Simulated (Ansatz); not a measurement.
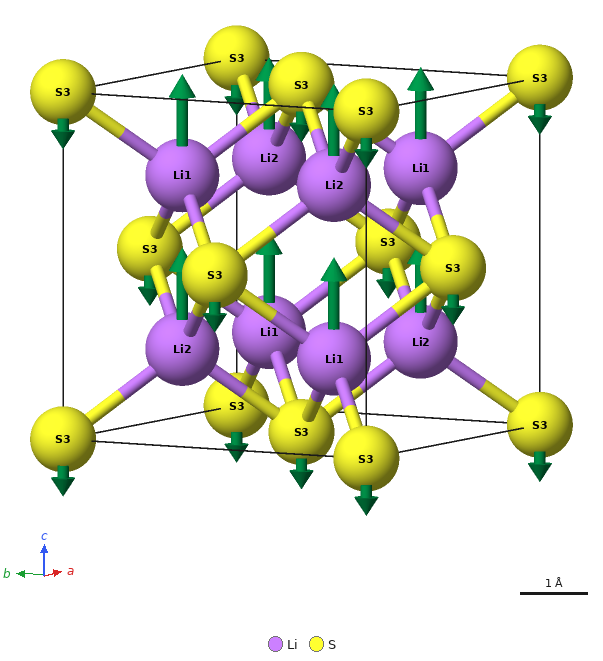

One vibrational mode of crystalline Li$_{2}$S relaxed at 18 GPa at the zone centre. The green arrows are the displacements of the atoms (eigenvector over the root of the mass), of arbitrary overall length and sign. A ball-and-stick model of the conventional cell (4 times the calculation's cell), seen from a free direction. Lengths and directions refer to the drawn axes.

These are results of Ansatz 0.2.0, DFT PBE, scalar-relativistic, plane waves, PAW, not measurements. (plane-wave cutoff 420 eV; k-point mesh 8 × 8 × 8; occupations fixed; target pressure 18 GPa; no spin polarisation)

Frequencies are those without the non-analytic (LO–TO) term.

> What mode is this, and where does it lie in the spectrum?

This is the T₁u mode (triply degenerate; one member of the set is drawn) at 491 cm⁻¹, the lowest optical level, infrared-active by symmetry. The Li sublattice moves against the S sublattice, along c; the kinetic energy is shared as Li 70 %, S 30 %. Its infrared intensity is 20 (D/Å)²/amu for the set. The value is the transverse one; the longitudinal partner lies at 582 cm⁻¹.
